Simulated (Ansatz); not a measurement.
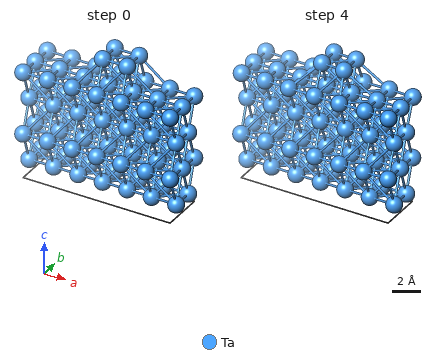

The structure of a slab of composition Ta (cut from the Im-3m phase) before (left) and after (right) a constrained relaxation, at one scale.

The picture is a ball-and-stick view of the 1 × 2 repeat of the cell, outlined in the plane, without the vacuum (origin shifted), seen slightly off an axis.

Case: stripe over 3 of 6 cells, two steps. 12 atoms are held fixed.

Theory: Ansatz 0.2.0, DFT PBE, scalar-relativistic, plane waves, PAW.

Input
```yaml
crystal:
  lattice:
    - [17.2449368305, 0.0, 0.0]
    - [-1.9161040923, 2.7097803942, 0.0]
    - [0.0, 0.0, 21.3869546403]
  atoms:
    - { symbol: Ta, position: [0.0, 0.0, 0.0701362127] }
    - { symbol: Ta, position: [1.0, 0.5, 0.1798637873] }
    - { symbol: Ta, position: [0.1666666667, 0.0, 0.0701362127] }
    - { symbol: Ta, position: [0.1666666667, 0.5, 0.1798637873] }
    - { symbol: Ta, position: [0.3333333333, 0.0, 0.0701362127] }
    - { symbol: Ta, position: [0.3333333333, 0.5, 0.1798637873] }
    - { symbol: Ta, position: [0.5, 1.0, 0.0701362127] }
    - { symbol: Ta, position: [0.5, 0.5, 0.1798637873] }
    - { symbol: Ta, position: [0.6666666667, 0.0, 0.0701362127] }
    - { symbol: Ta, position: [0.6666666667, 0.5, 0.1798637873] }
    - { symbol: Ta, position: [0.8333333333, 0.0, 0.0701362127] }
    - { symbol: Ta, position: [0.8333333333, 0.5, 0.1798637873] }
    - { symbol: Ta, position: [1.0, 1.0, 0.2895913619] }
    - { symbol: Ta, position: [1.0, 0.5, 0.3993189364] }
    - { symbol: Ta, position: [0.1666666667, 1.0, 0.2895913619] }
    - { symbol: Ta, position: [0.1666666667, 0.5, 0.3993189364] }
    - { symbol: Ta, position: [0.3333333333, 1.0, 0.2895913619] }
    - { symbol: Ta, position: [0.3333333333, 0.5, 0.3993189364] }
    - { symbol: Ta, position: [0.5, 1.0, 0.2895913619] }
    - { symbol: Ta, position: [0.5, 0.5, 0.3993189364] }
    - { symbol: Ta, position: [0.6666666667, 1.0, 0.2895913619] }
    - { symbol: Ta, position: [0.6666666667, 0.5, 0.3993189364] }
    - { symbol: Ta, position: [0.8333333333, 1.0, 0.2895913619] }
    - { symbol: Ta, position: [0.8333333333, 0.5, 0.3993189364] }
    - { symbol: Ta, position: [0.1666666667, 1.0, 0.509046511] }
    - { symbol: Ta, position: [0.3333333333, 1.0, 0.509046511] }
basis:
  ecutwfc: 420
kpoints:
  mp_grid: { grid: [3, 14, 1] }
hamiltonian:
  xc: pbe
scf:
  occupations: { method: gaussian, width: 0.1 }
output:
  forces: true
  eigenvalues: true
  populations: true
  write_density: true
  write_potential: true
  elf: true
  volumetric_format: npy
relax:
  adjacent_minimum: "off"
  f_tol: 0.02
  max_steps: 45
  constraints: [{ sites: [0, 1, 2, 3, 4, 5, 6, 7, 8, 9, 10, 11] }]
efield:
  axis: 3
  dipole_correction: true
  ramp_width: 0.04
```

Run as
```bash
ansatz run input.yaml --threads 4 --pin off --max-ram 11264MiB --backend cpu --events-out ev --progress --plain --runs-dir out
```

What changed between the two?

The run was cut off at its time limit before the relaxation converged, so the last structure is only a point on the way. After 4 geometry steps the energy has fallen by 0.670 eV per cell of the calculation. The largest force component goes from 1.5 to 0.025 eV/Å. The largest moves, 0.32 Å, are those of Ta25 and Ta26. Ta25 goes at 17° to the normal (−c side). The lattice vectors keep their values. Among the contacts that change: Ta16–Ta26 3.319 → 3.095 Å, Ta16–Ta25 2.874 → 2.690 Å, Ta25–Ta26 2.874 → 2.721 Å, Ta14–Ta23 3.319 → 3.205 Å.
